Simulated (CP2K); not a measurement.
System: GaP (space group F-43m).

How it was computed, with CP2K 2026.2: DFT in Gaussian orbitals with a plane-wave density, no spin polarisation; energies at scaled volumes of the given cell, shape and fractions fixed, counted from the fit's minimum, third-order Birch-Murnaghan fit. All runs: no spin polarisation.

```json
{"setting": "k mesh", "value": "8×8×8"}
{"setting": "occupations", "value": "Fermi–Dirac"}
{"setting": "density cutoff", "value": "6123 eV"}
```

Settings that differ: PBE: potentials GTH-PBE-with-UZH-TZVP-basis, smearing width 0.05 eV; LDA-Pade: potentials GTH-PADE-with-UZH-TZVP-basis, smearing width 0.01 eV.

What does the calculation give for the energy against volume, with one curve for each functional? The cases: PBE; LDA-Pade.

The fitted equilibrium volumes, smallest first, are LDA-Pade 19.676, PBE 20.977 Å³/atom. The fitted bulk moduli, smallest first, are PBE 75.8, LDA-Pade 89.3 GPa.

PBE:
| volume (Å³/atom) | energy (meV/atom) |
| --- | --- |
| 19.03 | 51.40 |
| 19.43 | 31.06 |
| 19.84 | 16.30 |
| 20.24 | 6.54 |
| 20.65 | 1.28 |
| 21.05 | 0.06 |
| 21.45 | 2.46 |

LDA-Pade:
| volume (Å³/atom) | energy (meV/atom) |
| --- | --- |
| 19.03 | 6.37 |
| 19.43 | 0.87 |
| 19.84 | 0.36 |
| 20.24 | 4.28 |
| 20.65 | 12.18 |
| 21.05 | 23.61 |
| 21.45 | 38.20 |

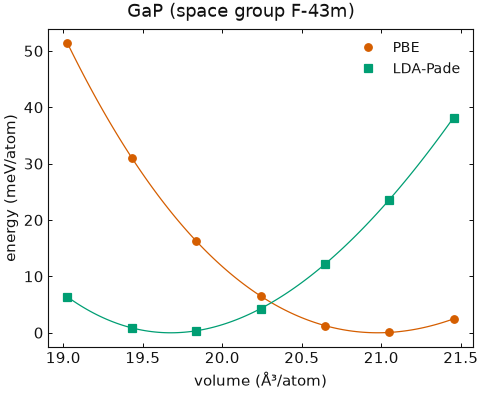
